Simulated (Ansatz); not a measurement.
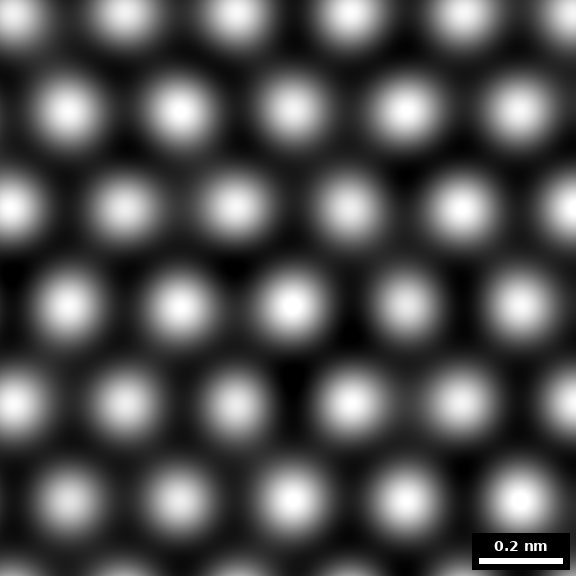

An image along [111] of one of the structures below (computed or model cells, partly hypothetical, each in its standard cell). Simulated as the projected potential of neutral atoms (B = 0.5 Å²) blurred by a 1.30 Å probe, the thin-sample limit of integrated differential phase contrast. The speckle of an amorphous layer was added.

A. Bi
Space group P6_3/mmc (No. 194). a = 3.608 Å, b = 3.608 Å, c = 12.206 Å, α = 90.00°, β = 90.00°, γ = 120.00°
| atom | site | symmetry | x | y | z |
| --- | --- | --- | --- | --- | --- |
| Bi | 2a | -3m. | 0.0000 | 0.0000 | 0.0000 |
| Bi | 2c | -6m2 | 0.3333 | 0.6667 | 0.2500 |

B. Bi
Space group P6_3/mmc (No. 194). a = 3.565 Å, b = 3.565 Å, c = 5.865 Å, α = 90.00°, β = 90.00°, γ = 120.00°
```tsv
atom	site	symmetry	x	y	z
Bi	2c	-6m2	0.3333	0.6667	0.2500
```

C. Bi
Space group C2/c (No. 15). a = 3.404 Å, b = 9.060 Å, c = 4.777 Å, α = 90.00°, β = 109.50°, γ = 90.00°
```tsv
atom	site	symmetry	x	y	z
Bi	4e	2	0.5000	0.8749	0.7500
```

D. Bi
Space group Pm-3m (No. 221). a = 3.358 Å, b = 3.358 Å, c = 3.358 Å, α = 90.00°, β = 90.00°, γ = 90.00°
```tsv
atom	site	symmetry	x	y	z
Bi	1a	m-3m	0.0000	0.0000	0.0000
```

> Which of them gives this image?

D, Bi. Along [111] the projected cells are A 3.46 × 3.57 Å, 119°; B 3.05 × 3.44 Å, 116°; C 2.23 × 3.13 Å, 105°; D 2.74 × 2.74 Å, 120°. The image repeats as D does.

Structure D: the end point of a relaxation with Ansatz, DFT, BLYP, plane waves (420 eV) with PAW, scalar-relativistic; the starting structure was generated, so it need not be a known form of this composition.
